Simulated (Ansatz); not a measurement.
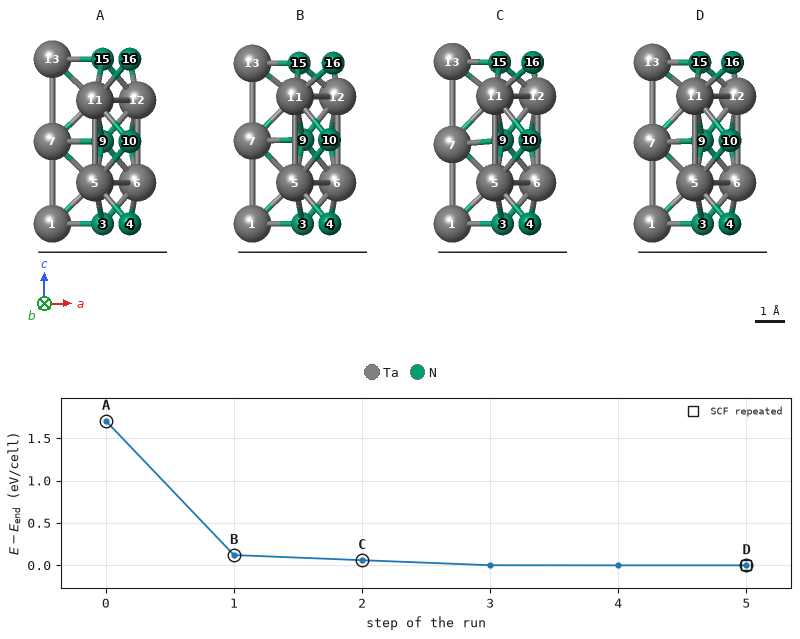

Frames of a constrained relaxation of a slab of composition Ta$_{7}$N$_{9}$ (cut from the P-62m phase), marked on the history of the run. Style: ball-and-stick. Shown: the 1 × 2 repeat of the cell, outlined in the plane, without the vacuum (origin shifted), along the b axis.

Case: clean slab, lower half held. The slab is the (0 0 1) face of TaN. 6 atoms are held fixed.

Level of theory: DFT PBEsol, scalar-relativistic, plane waves, PAW (Ansatz 0.2.0).

Input file:
```yaml
crystal:
  lattice:
    - [5.1789208695, 0.0, 0.0]
    - [-2.5894604347, 4.4850770371, 0.0]
    - [0.0, 0.0, 22.791994546]
  atoms:
    - { symbol: Ta, position: [0.0, 0.0, 0.3729379622] }
    - { symbol: "N", position: [0.0, 0.3933709412, 0.3729379622] }
    - { symbol: "N", position: [0.3933709412, 0.0, 0.3729379622] }
    - { symbol: "N", position: [0.6066290588, 0.6066290588, 0.3729379622] }
    - { symbol: Ta, position: [0.3333333333, 0.6666666667, 0.4364689811] }
    - { symbol: Ta, position: [0.6666666667, 0.3333333333, 0.4364689811] }
    - { symbol: Ta, position: [0.0, 0.0, 0.5] }
    - { symbol: "N", position: [0.0, 0.3933709412, 0.5] }
    - { symbol: "N", position: [0.3933709412, 0.0, 0.5] }
    - { symbol: "N", position: [0.6066290588, 0.6066290588, 0.5] }
    - { symbol: Ta, position: [0.3333333333, 0.6666666667, 0.5635310189] }
    - { symbol: Ta, position: [0.6666666667, 0.3333333333, 0.5635310189] }
    - { symbol: Ta, position: [0.0, 0.0, 0.6270620378] }
    - { symbol: "N", position: [0.0, 0.3933709412, 0.6270620378] }
    - { symbol: "N", position: [0.3933709412, 0.0, 0.6270620378] }
    - { symbol: "N", position: [0.6066290588, 0.6066290588, 0.6270620378] }
basis:
  ecutwfc: 420
kpoints:
  mp_grid: { grid: [6, 6, 1] }
hamiltonian:
  xc: pbesol
scf:
  occupations: { method: gaussian, width: 0.1 }
output:
  forces: true
  eigenvalues: true
  write_density: true
  write_potential: true
  elf: true
  volumetric_format: npy
relax:
  adjacent_minimum: "off"
  f_tol: 0.03
  max_steps: 70
  constraints: [{ sites: [0, 1, 2, 3, 4, 5] }]
efield:
  axis: 3
  dipole_correction: true
  ramp_width: 0.04
```

Run as
```bash
ansatz run input.yaml --threads 2 --pin off --max-ram 5120MiB --backend cpu --events-out ev --progress --plain --runs-dir out
```

### What happens along the run?

The largest moves, 0.16 Å, are those of N14, N15 and N16. N15 goes at 44° to the normal (−c side). By element the largest moves are N 0.16 Å, Ta 0.15 Å. The cell stays as it was. Some distances before and after: Ta5–Ta11 2.896 → 3.042 Å, Ta11–N14 2.153 → 2.021 Å, Ta13–N14 2.037 → 1.926 Å, Ta11–Ta13 3.322 → 3.217 Å. Among the angles between lasting bonds that change: Ta11–N14–Ta12 87.9° → 95.4°, Ta11–N14–Ta13 104.9° → 109.2°, Ta11–N9–Ta12 87.9° → 84.1°. Over 4 accepted moves (5 points after the start) the energy falls by 1.706 eV per cell of the calculation. The largest force component goes from 5.1 to 0.023 eV/Å. 1 step only repeated the SCF at the same geometry. The run took 31 s on 2 threads of AMD EPYC 9R45 96-Core Processor (Zen 5) (shared host), peak memory 1 GiB. From step 0 to 1: N atoms move most (0.20 Å), energy −1.584 eV per cell of the calculation. From step 1 to 2: Ta7 moves most (0.13 Å), energy −60.8 meV per cell of the calculation. From step 2 to 5: Ta7 moves most (0.07 Å), energy −60.8 meV per cell of the calculation.
